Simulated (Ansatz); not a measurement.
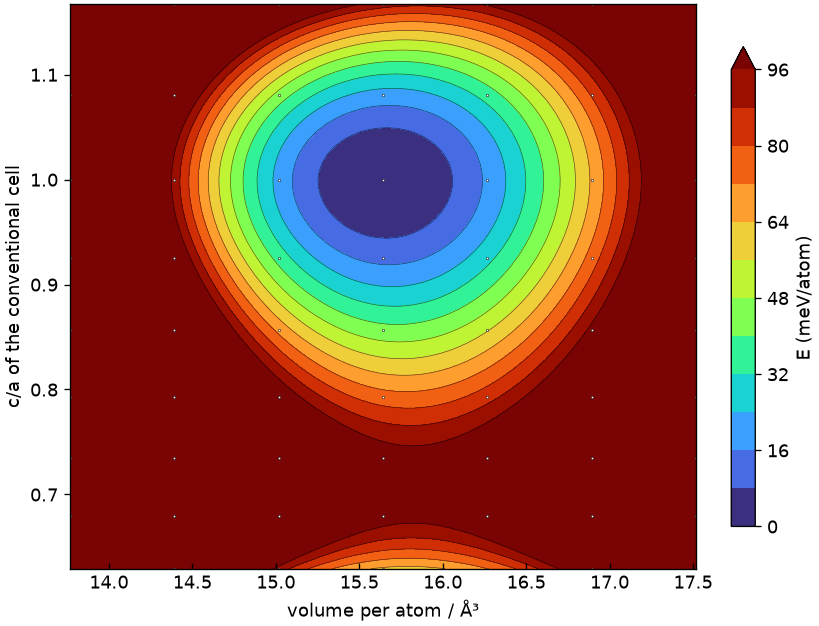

Pt (Fm-3m, No. 225; 1 atom in the cell). The energy is mapped over volume and the cell's shape. First axis: volume per atom. Second axis: c/a of the conventional cell. Nothing is relaxed (symmetry fixes all fractional coordinates). The scan uses a 7 × 9 grid. Points are written as (first, second). All energies are given in meV/atom relative to the lowest grid point. The calculation used Ansatz, DFT PBE, scalar-relativistic, plane waves, PAW. Settings: cutoff 420 eV, k-mesh 22×22×22, gaussian smearing 0.15 eV, no spin polarisation.

The picture shows filled contours, dots at the grid points, one colour for all values above the top of the scale. Between grid points the surface is interpolated.

> Estimate the position of the minimum and the force constants in these coordinates.

The interpolated minimum is at volume per atom ≈ 15.64 Å³, c/a of the conventional cell ≈ 1.000. The curvatures there are about 0.099 eV/(Å³)² and 5.9 eV, with a cross term of about 0 eV/Å³ (per cell of 1 atoms). Round the minimum the two coordinates are nearly uncoupled.

PAW datasets: the set soft_1.
